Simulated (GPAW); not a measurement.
# S K ELNES/XANES of zinc-blende (ZnS)₁₋ₓ(CdS)ₓ at x = 0 from DFT

What does the S K edge look like in zinc-blende (ZnS)₁₋ₓ(CdS)ₓ at x = 0?

Calculated with GPAW 26.7.0; X-ray absorption from dipole matrix elements to empty bands, plane-wave PAW LDA.

## 1. Starting point

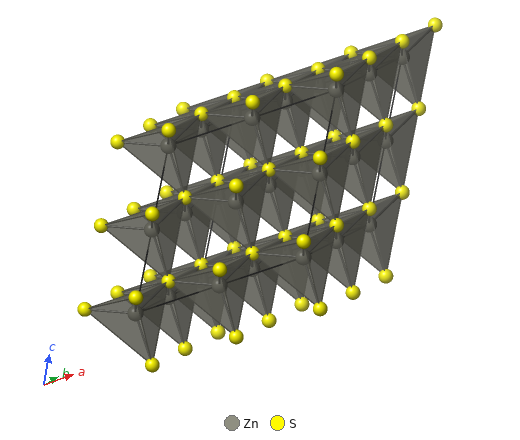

Start, viewed slightly off an axis; zinc grey, sulfur yellow. Some periodic images of atoms are drawn too.

As a file:

```xyz
16
Lattice="0.0000 5.4100 5.4100 5.4100 0.0000 5.4100 5.4100 5.4100 0.0000" Properties=species:S:1:pos:R:3 pbc="T T T"
Zn    0.0000    0.0000    0.0000
S     1.3525    1.3525    1.3525
Zn    2.7050    2.7050    0.0000
S     4.0575    4.0575    1.3525
Zn    2.7050    0.0000    2.7050
S     4.0575    1.3525    4.0575
Zn    5.4100    2.7050    2.7050
S     6.7625    4.0575    4.0575
Zn    0.0000    2.7050    2.7050
S     1.3525    4.0575    4.0575
Zn    2.7050    5.4100    2.7050
S     4.0575    6.7625    4.0575
Zn    2.7050    2.7050    5.4100
S     4.0575    4.0575    6.7625
Zn    5.4100    5.4100    5.4100
S     6.7625    6.7625    6.7625
```

## 2. The field without a hole

The ground state comes first: it tells whether the system has a gap, which decides how the excited electron is treated.

The input, scf.py:

```python
import numpy as np
from ase import Atoms
from ase.parallel import parprint, paropen
from gpaw import GPAW, PW, FermiDirac, Mixer, MixerDif, setup_paths
from gpaw.test import gen
setup_paths.insert(0, '.')
gen('S', name='nch1s', xcname='LDA', corehole=(1, 0, 0), write_xml=True)
from gpaw.mpi import world
world.barrier()

atoms = Atoms('ZnSZnSZnSZnSZnSZnSZnSZnS',
    cell=[[0, 5.41, 5.41],
     [5.41, 0, 5.41],
     [5.41, 5.41, 0]],
    scaled_positions=[[0, 0, 0],
     [0.125, 0.125, 0.125],
     [0, 0, 0.5],
     [0.125, 0.125, 0.625],
     [0, 0.5, 0],
     [0.125, 0.625, 0.125],
     [0, 0.5, 0.5],
     [0.125, 0.625, 0.625],
     [0.5, 0, 0],
     [0.625, 0.125, 0.125],
     [0.5, 0, 0.5],
     [0.625, 0.125, 0.625],
     [0.5, 0.5, 0],
     [0.625, 0.625, 0.125],
     [0.5, 0.5, 0.5],
     [0.625, 0.625, 0.625]],
    pbc=True)
atoms.calc = calc = GPAW(legacy_gpaw=True, mode=PW(400, force_complex_dtype=True), xc='LDA', setups={1: 'nch1s'},
    kpts={'size': (4, 4, 4), 'gamma': True}, occupations=FermiDirac(0.05),
    charge=0, mixer=Mixer(0.1, 5, 50), maxiter=150,
    convergence={'density': 0.0001, 'eigenstates': 1e-6}, txt='scf.txt')
energy = atoms.get_potential_energy() + calc.get_reference_energy()
ef = calc.get_fermi_level()
out = dict(energy=energy, fermi=ef, forces=atoms.get_forces().tolist())
parprint(f'all-electron energy {energy:.4f} eV, Fermi level {ef:.4f} eV')
ev = np.array([[calc.get_eigenvalues(k, s) for k in range(len(calc.get_ibz_k_points()))] for s in range(calc.get_number_of_spins())])
out['homo'], out['lumo'], out['counts'] = ev[ev < ef].max(), ev[ev > ef].min(), sorted(set((ev < ef).sum((0, 2)).tolist()))
out['filled'] = (ev[:, 0] < ef).sum(1).tolist()
import json
with paropen('out.json', 'w') as f:
    json.dump(out, f)
```

Launch:

```console
$ OMP_NUM_THREADS=1 mpirun -n 4 gpaw python scf.py
```

Numbers of over 12 decimals in the logs are rounded to 6 here.

Output:

```text
Input parameters:
  convergence: {density: 0.0001,
                eigenstates: 1e-06}
  kpts: {gamma: True,
         size: (4, 4, 4)}
  maxiter: 150
  mixer: {backend: pulay,
          beta: 0.1,
          method: separate,
          nmaxold: 5,
          weight: 50}
  mode: {ecut: 400.0,
         force_complex_dtype: True,
         name: pw}
  occupations: {fixmagmom: False,
                name: fermi-dirac,
                width: 0.05}
  setups: {1: nch1s}

Initialize ...

[... PAW data sets ...]

Reference energy: -476899.885178  # eV

Spin-paired calculation

[... convergence settings ...]
Symmetries present (total): 6
  [... symmetry matrices ...]

64 k-points: 4 x 4 x 4 Monkhorst-Pack grid + [1/8,1/8,1/8]
13 k-points in the irreducible part of the Brillouin zone
       k-points in crystal coordinates                weights
   0:     0.00000000    0.00000000    0.00000000          1/64
   1:     0.25000000    0.00000000   -0.25000000          6/64
   2:     0.25000000    0.00000000    0.00000000          6/64
   3:     0.25000000    0.25000000   -0.25000000          6/64
   4:     0.25000000    0.25000000    0.00000000          6/64
   5:     0.25000000    0.25000000    0.25000000          2/64
   6:     0.50000000    0.00000000    0.00000000          3/64
   7:     0.50000000    0.25000000   -0.25000000          6/64
   8:     0.50000000    0.25000000    0.00000000         12/64
   9:     0.50000000    0.25000000    0.25000000          6/64
          ...
  12:     0.50000000    0.50000000    0.50000000          1/64

Wave functions: Plane wave expansion
  Cutoff energy: 400.000 eV
  Number of coefficients (min, max): 5720, 5780
  Pulay-stress correction: 0.000000 eV/Ang^3 (de/decut=0.000000)
  Using FFTW library
  Wavefunction extrapolation:
    Improved wavefunction reuse through dual PAW basis

Occupation numbers: Fermi-Dirac:
  width: 0.0500  # eV

Eigensolver
   Davidson(niter=2)

Densities:
  Coarse grid: 36*36*36 grid
  Fine grid: 72*72*72 grid
  Total Charge: 0.000000

Density mixing:
  Method: separate
  Backend: pulay
  Linear mixing parameter: 0.1
  old densities: 5
  Width of damping distribution: 1.1
  Damping of long wavelength oscillations: 50

[... Hamiltonian set-up ...]
Number of atoms: 16
Number of atomic orbitals: 104
Number of bands in calculation: 91
Number of valence electrons: 144
Bands to converge: occupied

... initialized

Initializing position-dependent things.

Density initialized from atomic densities
Creating initial wave functions:
  91 bands from LCAO basis set

                            S
                    S
                        Zn
                     S
               Zn
             S   Zn       S

         Zn       S   Zn
                    S
              Zn
           S
               Zn
       Zn

Atomic positions and initial magnetic moments

Positions:
   0 Zn     0.000000    0.000000    0.000000    ( 0.0000,  0.0000,  0.0000)
   1 S      1.352500    1.352500    1.352500    ( 0.0000,  0.0000,  0.0000)
   2 Zn     2.705000    2.705000    0.000000    ( 0.0000,  0.0000,  0.0000)
   3 S      4.057500    4.057500    1.352500    ( 0.0000,  0.0000,  0.0000)
   4 Zn     2.705000    0.000000    2.705000    ( 0.0000,  0.0000,  0.0000)
   5 S      4.057500    1.352500    4.057500    ( 0.0000,  0.0000,  0.0000)
   6 Zn     5.410000    2.705000    2.705000    ( 0.0000,  0.0000,  0.0000)
[...]
13 S      4.057500    4.057500    6.762500    ( 0.0000,  0.0000,  0.0000)
  14 Zn     5.410000    5.410000    5.410000    ( 0.0000,  0.0000,  0.0000)
  15 S      6.762500    6.762500    6.762500    ( 0.0000,  0.0000,  0.0000)

Unit cell:
           periodic     x           y           z      points  spacing
  1. axis:    yes    0.000000    5.410000    5.410000    36     0.1735
  2. axis:    yes    5.410000    0.000000    5.410000    36     0.1735
  3. axis:    yes    5.410000    5.410000    0.000000    36     0.1735

  Lengths:   7.650895   7.650895   7.650895
  Angles:   60.000000  60.000000  60.000000

Effective grid spacing dv^(1/3) = 0.1893

iter:   1   -67.057920
iter:   2   -67.088555   -0.06  -1.20
iter:   3   -65.774853   -1.02  -1.27
iter:   4   -65.878973   -1.58  -1.57
iter:   5   -65.833482   -1.84  -1.65
iter:   6   -65.782211   -2.45  -2.09
iter:   7   -65.751449   -2.44  -2.67
iter:   8   -65.749626c  -2.76  -2.73
iter:   9   -65.746635c  -3.56  -2.85
iter:  10   -65.746559c  -4.08  -3.28
iter:  11   -65.746515c  -4.23  -3.76
iter:  12   -65.746526c  -4.35  -4.17c
iter:  13   -65.746533c  -4.65  -4.91c
iter:  14   -65.746539c  -4.97  -4.97c
iter:  15   -65.746541c  -5.12  -4.94c
iter:  16   -65.746542c  -5.39  -5.07c
iter:  17   -65.746543c  -5.64  -5.20c
iter:  18   -65.746544c  -5.74  -5.27c
iter:  19   -65.746544c  -6.15c -5.31c

Converged after 19 iterations.

Dipole moment: (-24.246824, -24.246824, -24.246824) |e|*Ang

Energy contributions relative to reference atoms: (reference = -476899.885178)

Kinetic:        +63.180178
Potential:      -53.420722
External:        +0.000000
XC:             -75.465921
Entropy (-ST):   -0.000000
Local:           -0.040080
SIC:             +0.000000
--------------------------
Free energy:    -65.746544
Extrapolated:   -65.746544

Showing only first 2 kpts
 Kpt  Band  Eigenvalues  Occupancy
  0    70      3.43707    2.00000
  0    71      3.43707    2.00000
  0    72      5.28212    0.00000
  0    73      6.51883    0.00000

  1    70      2.56560    2.00000
  1    71      3.23351    2.00000
  1    72      6.93802    0.00000
  1    73      7.31624    0.00000

Fermi level: 4.39106

Gap: 1.845 eV
Transition (v -> c):
  (s=0, k=0, n=71, [0.00, 0.00, 0.00]) -> (s=0, k=0, n=72, [0.00, 0.00, 0.00])
No difference between direct/indirect transitions

Forces in eV/Ang:
  0 Zn   -0.00000   -0.00000   -0.00000
  1 S    -0.00003   -0.00003   -0.00003
  2 Zn   -0.00000   -0.00000    0.00000
  3 S    -0.00003   -0.00003   -0.00002
  4 Zn   -0.00000    0.00000   -0.00000
  5 S    -0.00003   -0.00002   -0.00003
  6 Zn   -0.00001   -0.00001   -0.00001
[...]
13 S    -0.00002   -0.00002   -0.00002
 14 Zn   -0.00001   -0.00001   -0.00001
 15 S    -0.00002   -0.00002   -0.00002
Scalar-relativistic atomic LDA calculation for S (Sulfur, Z=16)
Core hole in 1s state (1s occupation: 2.0)
450 radial gridpoints.
|------------------------------------------------|
|------------------------------------------------|
[... the atom generator's iteration count ...]

Energy contributions:
-------------------------
Kinetic:     +398.923399
XC:           -24.210329
Potential:   -772.509196
-------------------------
Total:       -397.796126

state      eigenvalue         ekin         rmax
-----------------------------------------------
1s^2.0 :   -88.078630   121.519046        0.063
2s^2.0 :    -7.745453    18.438857        0.389
2p^6.0 :    -5.751715    17.606302        0.325
3s^2.0 :    -0.634959     2.788351        1.406
3p^4.0 :    -0.261139     1.948270        1.598
-----------------------------------------------
(units: Bohr and Hartree)

Generating PAW setup
Kinetic energy of the core from tauc = 386.637961
Cutoffs:
rc(s)=1.840
rc(p)=1.850
rc(d)=1.700
rc(vbar)=1.720
rc(comp)=1.430
rc(nct)=1.850

Kinetic energy of the core states: 385.553617
Charge: 0.0
Core electrons: 10.0
Valence electrons: 6.0
Pseudo-core charge: 0.059824
Shape function alpha=4.890
Pseudo-electron charge 6.430847
state    eigenvalue         norm
--------------------------------
3s(2) :    -0.634959     1.191395
*s    :     0.365041
3p(4) :    -0.261139     0.997058
*p    :     0.738861
*d    :     0.000000
--------------------------------

Diagonalizing with gridspacing h=0.050

state   all-electron     PAW
-------------------------------
3s:      -0.634959    -0.635587
3p:      -0.261139    -0.261554
*d:                    0.043150
*f:                    0.074695
-------------------------------
all-electron energy -476965.6317 eV, Fermi level 4.3911 eV
```

Elapsed: 2.9 min, on 4 MPI ranks of Arm Neoverse N1, shared host; peak memory 0.33 GiB; 11 min of CPU time.

The mesh shows a gap of 1.85 eV. The excited electron is kept all the same, so that all members of the series, with or without a gap, are treated alike.

## 3. Reference energy of the cell

The photon energy needs a difference of total energies, so the cell and mesh of the coming hole run are first run without a hole.

scf.py, as its differences from that of step 2:

```diff
@@ -32,3 +32,3 @@
 atoms.calc = calc = GPAW(legacy_gpaw=True, mode=PW(400, force_complex_dtype=True), xc='LDA', setups={1: 'nch1s'},
-    kpts={'size': (4, 4, 4), 'gamma': True}, occupations=FermiDirac(0.05),
+    kpts={'size': (3, 3, 3), 'gamma': True}, occupations=FermiDirac(0.02),
     charge=0, mixer=Mixer(0.1, 5, 50), maxiter=150,
```

Output:

```text
Input parameters:
  convergence: {density: 0.0001,
                eigenstates: 1e-06}
  kpts: {gamma: True,
         size: (3, 3, 3)}
  maxiter: 150
  mixer: {backend: pulay,
          beta: 0.1,
          method: separate,
          nmaxold: 5,
          weight: 50}
  mode: {ecut: 400.0,
         force_complex_dtype: True,
         name: pw}
  occupations: {fixmagmom: False,
                name: fermi-dirac,
[...]
3s(2) :    -0.634959     1.191395
*s    :     0.365041
3p(4) :    -0.261139     0.997058
*p    :     0.738861
*d    :     0.000000
--------------------------------

Diagonalizing with gridspacing h=0.050

state   all-electron     PAW
-------------------------------
3s:      -0.634959    -0.635587
3p:      -0.261139    -0.261554
*d:                    0.043150
*f:                    0.074695
-------------------------------
all-electron energy -476965.5993 eV, Fermi level 4.0451 eV
[key lines of the parts left out:]
Converged after 19 iterations.
Dipole moment: (-24.237348, -24.237348, -24.237348) |e|*Ang
Free energy:    -65.714131
Fermi level: 4.04505
```

Run time: 92 s. Hardware: 4 MPI ranks; peak memory 0.26 GiB; 5.8 min of CPU time.

Reference energy: -476965.599 eV with the cores included.

(Continued in part 2 of 2.)

[Banner, clock and machine lines of the logs are left out without a mark of their own.]

[Logs are printed without paths, hosts, clocks, repeated set-up lines and the standing remarks that a program may print on its own settings, such as how far it seeks lower states.]

[Hosts, paths, dates, database ids (printed as entryN), source tags and the programs' standing remarks are cut or masked in the printed files.]

[Lists of maxima count a maximum above −3 eV only where it reaches 4 % of the highest in the window and stands out from its surroundings by 2 % of it (1.5 % where it reaches 55 %); shoulders and weaker maxima are passed over, and of the rest the first, up to two pre-edge ones and the few strongest are named.]
